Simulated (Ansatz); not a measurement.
The calculation's input:

```
crystal:
  lattice:
    - [-3.2183708174, 5.5743817732, 5.2431684262]
    - [-3.2183708173, -5.5743817732, 5.2431684262]
    - [6.4367416346, 1.0e-10, 5.2431684262]
  atoms:
    - { symbol: Ga, position: [0.3330449549, 0.6663782883, 0.4997116216] }
    - { symbol: Ga, position: [0.6663782883, 0.4997116216, 0.3330449549] }
    - { symbol: Ga, position: [0.9997116216, 0.8330449549, 0.6663782883] }
    - { symbol: Ga, position: [0.1663782883, 0.4997116216, 0.8330449549] }
    - { symbol: Ga, position: [0.4997116216, 0.8330449549, 0.1663782883] }
    - { symbol: Ga, position: [0.1663782883, 0.9997116216, 0.3330449549] }
    - { symbol: Ga, position: [0.4997116216, 0.3330449549, 0.6663782883] }
    - { symbol: Ga, position: [0.8330449549, 0.6663782883, 0.9997116216] }
    - { symbol: Ga, position: [0.8330449549, 0.1663782883, 0.4997116216] }
    - { symbol: Ga, position: [0.3330449549, 0.1663782883, 0.9997116216] }
    - { symbol: Ga, position: [0.6663782883, 0.9997116216, 0.8330449549] }
    - { symbol: Ga, position: [0.9997116216, 0.3330449549, 0.1663782883] }
    - { symbol: Ga, position: [0.6663782883, 0.8330449549, 0.4997116216] }
    - { symbol: Ga, position: [0.9997116216, 0.6663782883, 0.3330449549] }
    - { symbol: Ga, position: [0.3330449549, 0.9997116216, 0.6663782883] }
    - { symbol: Ga, position: [0.4997116216, 0.6663782883, 0.8330449549] }
    - { symbol: Ga, position: [0.8330449549, 0.9997116216, 0.1663782883] }
    - { symbol: Ga, position: [0.4997116216, 0.1663782883, 0.3330449549] }
    - { symbol: Ga, position: [0.8330449549, 0.4997116216, 0.6663782883] }
    - { symbol: Ga, position: [0.1663782883, 0.8330449549, 0.9997116216] }
    - { symbol: Ga, position: [0.1663782883, 0.3330449549, 0.4997116216] }
    - { symbol: Ga, position: [0.6663782883, 0.3330449549, 0.9997116216] }
    - { symbol: Ga, position: [0.9997116216, 0.1663782883, 0.8330449549] }
    - { symbol: Ga, position: [0.3330449549, 0.4997116216, 0.1663782883] }
    - { symbol: Ga, position: [0.4586217117, 0.7919550451, 0.6252883784] }
    - { symbol: "N", position: [0.7919550451, 0.6252883784, 0.4586217117] }
    - { symbol: "N", position: [0.1252883784, 0.9586217117, 0.7919550451] }
    - { symbol: "N", position: [0.2919550451, 0.6252883784, 0.9586217117] }
    - { symbol: "N", position: [0.6252883784, 0.9586217117, 0.2919550451] }
    - { symbol: "N", position: [0.2919550451, 0.1252883784, 0.4586217117] }
    - { symbol: "N", position: [0.6252883784, 0.4586217117, 0.7919550451] }
    - { symbol: "N", position: [0.9586217117, 0.7919550451, 0.1252883784] }
    - { symbol: "N", position: [0.9586217117, 0.2919550451, 0.6252883784] }
    - { symbol: "N", position: [0.4586217117, 0.2919550451, 0.1252883784] }
    - { symbol: "N", position: [0.7919550451, 0.1252883784, 0.9586217117] }
    - { symbol: "N", position: [0.1252883784, 0.4586217117, 0.2919550451] }
    - { symbol: "N", position: [0.4586217117, 0.6252883784, 0.2919550451] }
    - { symbol: "N", position: [0.7919550451, 0.4586217117, 0.1252883784] }
    - { symbol: "N", position: [0.1252883784, 0.7919550451, 0.4586217117] }
    - { symbol: "N", position: [0.2919550451, 0.4586217117, 0.6252883784] }
    - { symbol: "N", position: [0.6252883784, 0.7919550451, 0.9586217117] }
    - { symbol: "N", position: [0.2919550451, 0.9586217117, 0.1252883784] }
    - { symbol: "N", position: [0.6252883784, 0.2919550451, 0.4586217117] }
    - { symbol: "N", position: [0.9586217117, 0.6252883784, 0.7919550451] }
    - { symbol: "N", position: [0.9586217117, 0.1252883784, 0.2919550451] }
    - { symbol: "N", position: [0.4586217117, 0.1252883784, 0.7919550451] }
    - { symbol: "N", position: [0.7919550451, 0.9586217117, 0.6252883784] }
    - { symbol: "N", position: [0.1252883784, 0.2919550451, 0.9586217117] }
  host:
    lattice:
      - [3.2183708173, 0.0, 0.0]
      - [-1.6091854087, 2.7871908866, 0.0]
      - [0.0, 0.0, 5.2431684262]
    atoms:
      - { symbol: Ga, position: [0.6666666667, 0.3333333333, 0.4991348648] }
      - { symbol: Ga, position: [0.3333333333, 0.6666666667, 0.9991348648] }
      - { symbol: "N", position: [0.6666666667, 0.3333333333, 0.8758651352] }
      - { symbol: "N", position: [0.3333333333, 0.6666666667, 0.3758651352] }
basis:
  ecutwfc: 420
  xc_grid: 2
kpoints:
  mp_grid: { grid: [3, 3, 3], shift: [0.0, 0.0, 0.0] }
hamiltonian:
  xc: pbe
scf:
  occupations: { method: gaussian, width: 0.01 }
output:
  forces: true
  stress: false
  eigenvalues: true
  charged_corrections:
    defect_position: [0.45862171, 0.79195505, 0.62528838]
    epsilon: [[10.4928, 0.0, 0.0], [0.0, 10.4928, 0.0], [0.0, 0.0, 11.6882]]
  write_density: true
  write_potential: true
  elf: true
  volumetric_format: npy
relax:
  adjacent_minimum: "off"
  f_tol: 0.025
  max_steps: 45
```

Launched as:

```sh
ansatz run input.yaml --threads 4 --pin off --max-ram 8192MiB --backend cpu --events-out ev --progress --plain --runs-dir out
```

The fields are those of the relaxed geometry.

All numbers below come from DFT PBE, scalar-relativistic, plane waves, PAW (Ansatz 0.2.0).

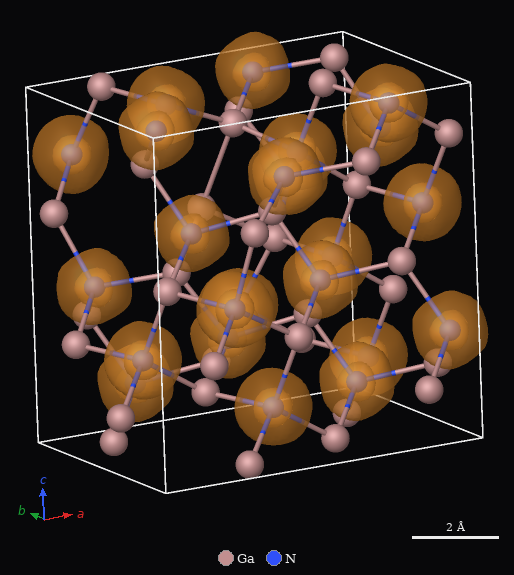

Ga₂₅N₂₃ (cell with a defect). Isosurface of the electron localisation function at 0.7 (orange), seen slightly off an axis. Only the valence region is drawn (cores and ρ < 0.01 e/Å³ removed). Sticks mark near contacts.

In a PAW calculation such maps are meaningful between the atoms, not at the nuclei.

Q: Describe the localisation domains.

A: The surface consists of 23 regions wrapped around N (the valence shell of each), counted in one cell of 48 atoms. Regions shared between cells count once. Profiles from the grid: Ga–N (1.93 Å): the ELF peaks at about 0.85 in the valence shell of N, 0.7 Å from its nucleus, and is about 0.45 at the midpoint. Ga–Ga (2.22 Å): the ELF peaks at about 0.60 between the atoms.

Q: Metal or insulator at this level of theory?

A: It is metallic or semimetallic at this level of theory: no gap opens.
